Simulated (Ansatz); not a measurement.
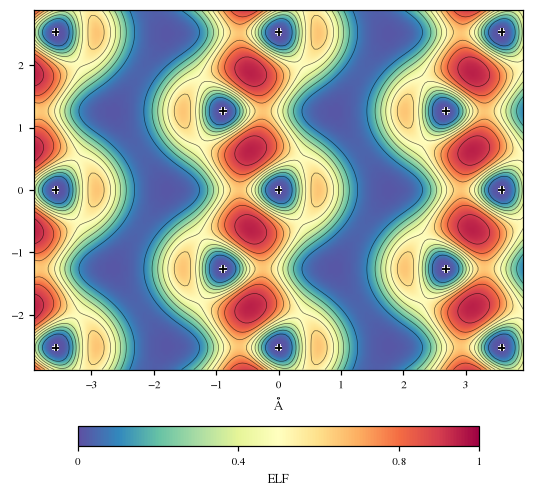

The ELF on a plane through atoms (crosses mark nuclei in the plane).

The calculation used Ansatz 0.2.0, DFT PBE, scalar-relativistic, plane waves, PAW.

Candidates:
A. Pt (slab), a = 2.81 Å, b = 2.81 Å, c = 18.97 Å, α = 90.00°, β = 90.00°, γ = 90.00°. Not relaxed (largest force 0.4 eV/Å).
B. WC, a = 2.92 Å, b = 2.92 Å, c = 2.85 Å, α = 90.00°, β = 90.00°, γ = 120.00°. Space group P-6m2.
C. C, a = 3.57 Å, b = 3.57 Å, c = 3.57 Å, α = 90.00°, β = 90.00°, γ = 90.00°. Space group Fd-3m.

### Which candidate gave the map?

Candidate C: C on the (110) plane of the conventional cell, which holds C. C–C (1.55 Å): the ELF peaks at about 0.95 between the atoms; localised, covalent bonding.
